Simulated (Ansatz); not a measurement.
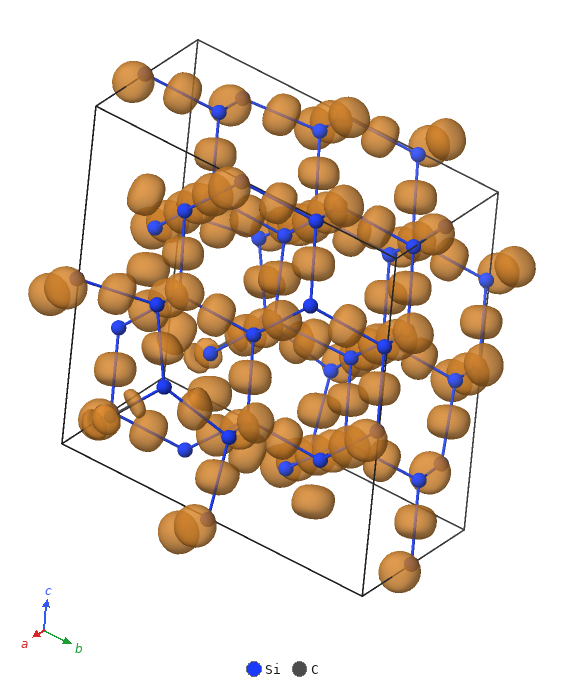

Si32C (cell with a defect). Isosurface of the ELF at 0.85 (orange), seen slightly off an axis. Only the valence region is drawn (cores and ρ < 0.01 e/Å³ removed). Sticks mark near contacts.

The calculation used Ansatz, DFT LDA, scalar-relativistic, plane waves, PAW.

**What do the ELF domains correspond to?**

At this value the surface marks out three regions between bonded C–Si atoms and 62 regions between bonded Si–Si atoms, counted in one cell of 33 atoms. Any copies at cell faces, edges or corners count once.

Values along the shortest contacts:
Si–C (1.74 Å): the ELF peaks at about 0.90 between the atoms. Si–Si (2.27 Å): the ELF peaks at about 0.95 between the atoms.
